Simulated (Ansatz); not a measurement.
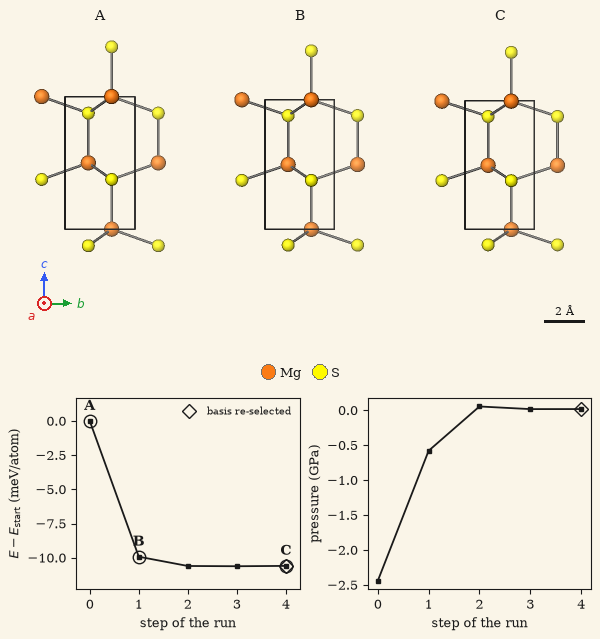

Frames of a relaxation of a crystal of MgS (a generated structure, set up in P6_3mc), marked on the history of the run. Style: ball-and-stick. Shown: the cell of the calculation, along the a axis.

Case: Al → Mg, P → S on all its sites, cell and atoms relaxed.

All numbers below come from Ansatz 0.2.0, DFT PBE, scalar-relativistic, plane waves, PAW.

Input
```yaml
crystal:
  lattice:
    - [4.0877244276, 0.0, 0.0]
    - [-2.0438622138, 3.5400731979, 0.0]
    - [0.0, 0.0, 6.7092743691]
  atoms:
    - { symbol: Mg, position: [0.3333333333, 0.6666666667, 4.68389e-05] }
    - { symbol: Mg, position: [0.6666666667, 0.3333333333, 0.5000468389] }
    - { symbol: S, position: [0.3333333333, 0.6666666667, 0.3749531611] }
    - { symbol: S, position: [0.6666666667, 0.3333333333, 0.8749531611] }
basis:
  ecutwfc: 420
kpoints:
  mp_grid: { grid: [6, 6, 4] }
hamiltonian:
  xc: pbe
scf:
  occupations: { method: gaussian, width: 0.02 }
output:
  forces: true
  stress: true
  eigenvalues: true
relax:
  adjacent_minimum: "off"
  f_tol: 0.01
  max_steps: 60
  cell: { stress_tol: 0.1 }
```

Launched with:
```bash
ansatz run input.yaml --threads 1 --pin off --max-ram 2560MiB --backend cpu --events-out ev --progress --plain --runs-dir out
```

What happens along the run?

The largest moves relative to the cell, 0.019 Å, are those of Mg1, Mg2, S3 and S4. S3 goes along +c. Largest moves by element: S 0.019 Å, Mg 0.019 Å. The volume changes by −4.8 %, with a = b 4.088 → 4.053 Å (−0.9 %), c 6.709 → 6.494 Å (−3.2 %). Some distances before and after: Mg1–S3 2.515 → 2.473 Å, Mg1–S4 2.505 → 2.465 Å. The space group stays P6_3mc (No. 186). After 3 accepted moves (4 points after the start) the energy has fallen by 10.6 meV per atom. Largest force component: 0.033 eV/Å at the start, 0.0023 eV/Å at the end. Pressure: −2.44 GPa at the start and 0.02 GPa at the end. The SCF was repeated once at an unchanged geometry on a basis and grid sized afresh for the cell, which shifted the energy by less than 0.05 meV per atom at most. From step 0 to 1: volume −3.8 %, energy −9.9 meV per atom. From step 1 to 4: volume −1.1 %, energy −0.7 meV per atom.

```json
{"step": "0", "E − E(0), meV/atom": "0.00", "largest force component, eV/Å": "0.0334", "pressure, GPa": "-2.44", "volume, Å³/atom": "24.272", "note": ""}
{"step": "1", "E − E(0), meV/atom": "-9.92", "largest force component, eV/Å": "0.0234", "pressure, GPa": "-0.58", "volume, Å³/atom": "23.361", "note": ""}
{"step": "2", "E − E(0), meV/atom": "-10.60", "largest force component, eV/Å": "0.0134", "pressure, GPa": "0.06", "volume, Å³/atom": "23.083", "note": ""}
{"step": "3", "E − E(0), meV/atom": "-10.62", "largest force component, eV/Å": "0.0023", "pressure, GPa": "0.02", "volume, Å³/atom": "23.097", "note": ""}
{"step": "4", "E − E(0), meV/atom": "-10.59", "largest force component, eV/Å": "0.0023", "pressure, GPa": "0.02", "volume, Å³/atom": "23.097", "note": "same geometry, new basis"}
```
